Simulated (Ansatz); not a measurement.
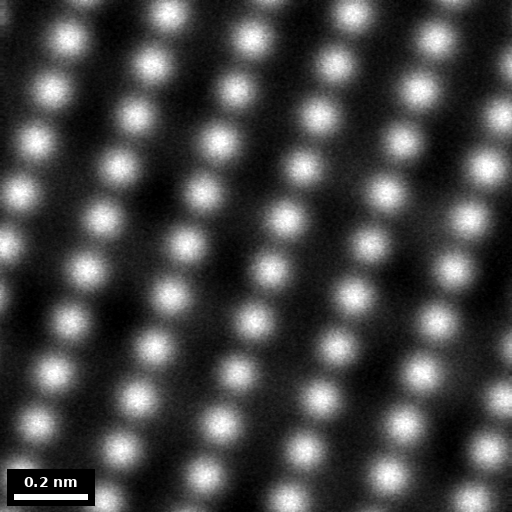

Dark-field STEM-like image of Ti (Fm-3m, No. 225). Simulated incoherent Z contrast: every atom adds Z^1.7 spread by a probe of 0.84 Å full width; channelling and multiple scattering are left out. The probe carries 25 % of its weight in a tail 2.5 times as wide. Shot noise, a slight drift and the speckle of an amorphous layer were added. Atomic positions: the geometry given to an electronic-structure calculation, possibly off equilibrium; the starting structure was generated, so it need not be a known form of this composition.

```xyz
4
Lattice="4.1573 0.0000 0.0000 0.0000 4.1573 0.0000 0.0000 0.0000 4.1573" Properties=species:S:1:pos:R:3 pbc="T T T"
Ti    0.0000    0.0000    0.0000
Ti    0.0000    2.0787    2.0787
Ti    2.0787    0.0000    2.0787
Ti    2.0787    2.0787    0.0000
```

Which beam direction gives this image, [211], [001], [210] or [221]? (Directions equivalent by symmetry count as one.)

[211]. The projected cells are 1.47 × 2.40 Å, 90° for [211]; 2.08 × 2.08 Å, 90° for [001]; 0.93 × 2.08 Å, 90° for [210]; 0.98 × 1.55 Å, 108° for [221], and the image repeats as the [211] one does.
